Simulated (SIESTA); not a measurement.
**Energy of TiC along an even scaling of the cell**

System: TiC (2 atoms in the cell).
Method: Kohn-Sham DFT of a periodic cell, PBE, PseudoDojo 0.4 standard, converted to PSML, no spin polarisation (SIESTA 5.4.2).

The 7 runs differ only in the geometry, by an even scaling of the cell at fixed fractional positions. The structure derives from a Materials Project entry.

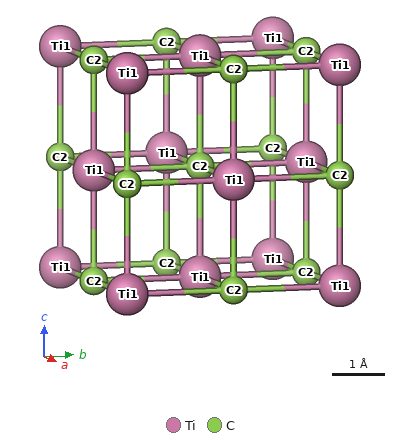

Figure 1. The structure of run 4 (ball-and-stick view of the cell 4 times as large as that of the calculation, set on its symmetry axes, seen slightly off an axis; atoms are numbered from 1 in the order of the input). An atom can appear more than once, as a periodic image.

### Input of run 4
```
SystemName                      TiC
SystemLabel                     TiC
NumberOfSpecies                 2
NumberOfAtoms                   2
%block ChemicalSpeciesLabel
  1  22 Ti
  2   6 C
%endblock ChemicalSpeciesLabel

UseStructFile                   true

%block kgrid.MonkhorstPack
   11   0   0  0.0
    0  11   0  0.0
    0   0  11  0.0
%endblock kgrid.MonkhorstPack
XC.Functional                   GGA
XC.Authors                      PBE
PAO.BasisSize                   DZP
PAO.EnergyShift                 0.003 Ry
Mesh.Cutoff                     800 Ry
OccupationFunction              FD
ElectronicTemperature           0.05 eV
MaxSCFIterations                120
SCF.MustConverge                false
SCF.Mixer.Method                Pulay
SCF.Mixer.Weight                0.25
SCF.Mixer.History               8
SCF.DM.Tolerance                5.0e-05
SCF.H.Tolerance                 1.0e-03 eV
WriteForces                     true
Charge.Mulliken                 end
%block PAO.Basis
  Ti 5
  n=3 0 2
    3.144 0.000
  n=4 0 2
    8.756 0.000
  n=3 1 2
    3.568 0.000
  n=4 1 1
    8.756
  n=3 2 2
    6.267 0.000
%endblock PAO.Basis
```

### File TiC.STRUCT_IN of run 4
```
   0.0000000000     2.1657188437     2.1657188437
   2.1657188437     0.0000000000     2.1657188437
   2.1657188437     2.1657188437     0.0000000000
2
1  22    0.0000000000     0.0000000000     0.0000000000
2   6    0.5000000000     0.5000000000     0.5000000000
```

Command:
```bash
siesta TiC.fdf > TiC.out 2>&1
```

Lattice vectors (Å) and fractional positions of run 4:
```
   0.000000    2.165719    2.165719
   2.165719    0.000000    2.165719
   2.165719    2.165719    0.000000
Ti  0.000000  0.000000  0.000000
C   0.500000  0.500000  0.500000
```

Run 5 differs from it as follows:
```diff
-   0.0000000000     2.1657188437     2.1657188437
-   2.1657188437     0.0000000000     2.1657188437
-   2.1657188437     2.1657188437     0.0000000000
+   0.0000000000     2.1800617706     2.1800617706
+   2.1800617706     0.0000000000     2.1800617706
+   2.1800617706     2.1800617706     0.0000000000
```

### Results, with one run withheld

| run | volume per atom (Å³) | free energy per atom, from the lowest run given (meV) | pressure (GPa) |
| --- | --- | --- | --- |
| 1 | 9.548 | 37.40 | 19.27 |
| 2 | 9.752 | 17.17 | 12.64 |
| 3 | 9.955 | 4.98 | 6.68 |
| 4 | 10.158 | 0.00 | 1.40 |
| 5 | 10.361 | ? | ? |
| 6 | 10.564 | 8.87 | −7.98 |
| 7 | 10.767 | 21.57 | −11.93 |

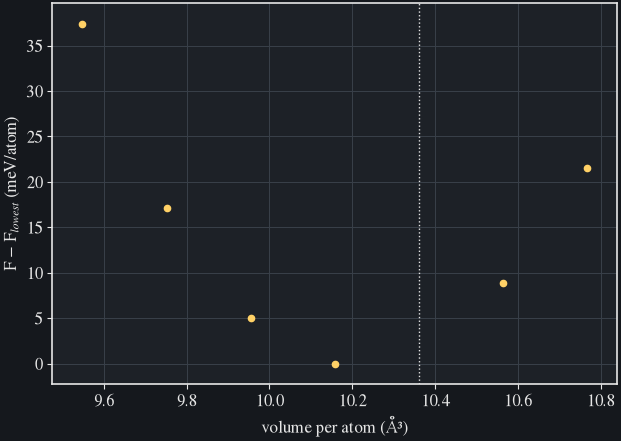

Figure 2. Free energy per atom of the runs given; the dotted line marks run 5.

Fit the runs given and predict run 5.

A cubic polynomial in V^(−2/3) (the Birch–Murnaghan form), fitted to the 6 runs given, misses them by at most 0.01 meV per atom. With x = V^(−2/3) − 0.21389 Å⁻², it reads F = 0.57832 + 1124.6 x + 3.988e+05 x² + 24341 x³ (meV per atom). At run 5 it gives 1.49 meV per atom, and the run itself gives 1.47. The slope of the fit gives a pressure −dF/dV of −3.58 GPa there, and the run prints −3.64 GPa. The two needn't agree exactly: the fit is approximate, and the printed stress is taken on a finite basis. The fit has its minimum at 10.210 Å³ per atom, where V d²F/dV² gives 251 GPa: the bulk modulus at this level, since symmetry fixes the shape and the positions.

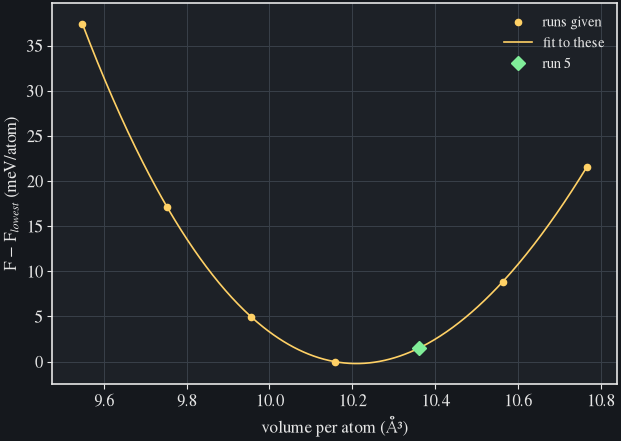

Figure 3. The fit and the withheld run.

### Some lines of the output (run 5)
```
[...]
outcell: Cell volume (Ang**3)        :     20.7222
stepf: Fermi-Dirac step function
siesta: Etot    =     -1772.263899
siesta: FreeEng =     -1772.264898
        iscf     Eharris(eV)        E_KS(eV)     FreeEng(eV)     dDmax    Ef(eV) dHmax(eV)
siesta: E_KS(eV) =            -1780.3862
siesta: E_KS - E_eggbox =     -1780.3862
siesta: Etot    =     -1780.386201
siesta: FreeEng =     -1780.388504
siesta:         Fermi =      -8.082899
siesta: Cell volume =         20.722225 Ang**3
    Orbital volume contribution        =           2.119232 eV
```

Notes: Points of doubt noted for this run: mulliken charges of long orbitals. With a small basis of atomic orbitals these values can differ much from converged plane-wave results.
